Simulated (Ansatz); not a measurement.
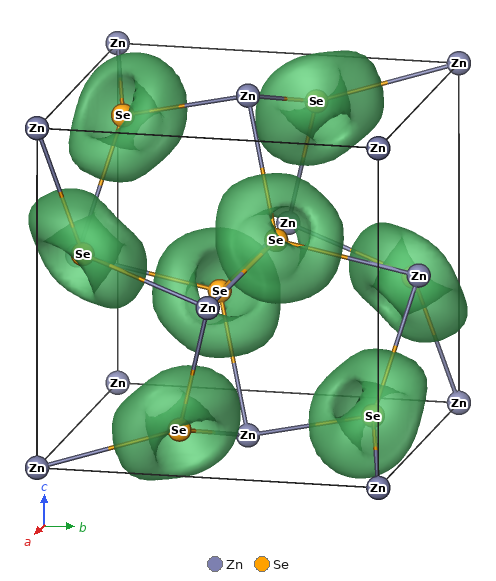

Figure. ZnSe2. Isosurface of the ELF at 0.75 (green), seen slightly off an axis. Core shells and regions of very low density are left out. Sticks mark near contacts.

Space group Pa-3; a structure from a database of computed crystals, not necessarily the ambient phase.

All numbers below come from DFT r2SCAN, scalar-relativistic, plane waves, PAW (Ansatz 0.2.0).

Core electrons are frozen (PAW), and the valence fields are smoothed inside the atomic spheres.

> Where are the electrons localised?

At this value the surface marks out eight regions wrapped around Se (the valence shell of each), counted in one cell of 12 atoms. Regions shared between cells count once.

Values along the shortest contacts:
Se–Se (2.37 Å): the ELF peaks at about 0.75 between the atoms. Zn–Se (2.65 Å): the ELF is about 0.60 at the midpoint.
